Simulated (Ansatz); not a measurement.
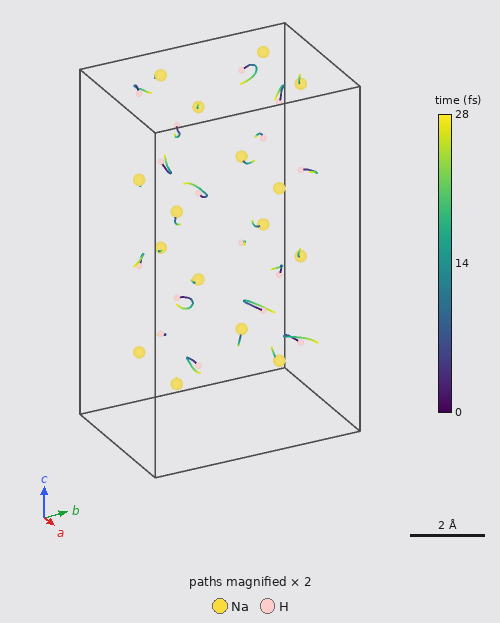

A Born-Oppenheimer molecular dynamics run of a 32-atom cell of NaH (built on the wurtzite type), of which 28 fs are on record. Lines trace each atom's path, coloured by time; spheres stand at the starting positions. The excursions are magnified 2 times. Seen slightly off an axis in the simulation cell.

The calculation used DFT, PBE, plane waves, PAW (Ansatz). Settings: plane-wave cutoff 420 eV; k-point mesh 3 × 3 × 2; Fermi-Dirac smearing 0.039 eV; Langevin thermostat (NVT); set temperature 450 K; time step 1 fs.

### What do the traces tell about the motion?

Root-mean-square distances from the starting positions over the second half, with the common drift of all atoms taken out: H 0.18 Å, Na 0.13 Å. The run lasts only 28 fs, too short to tell vibration from diffusion. The run was cut off by its time limit after 28 steps.

Cost: 7.6 min on 4 threads of Arm Neoverse N1 (shared host), peak memory 1.7 GiB.
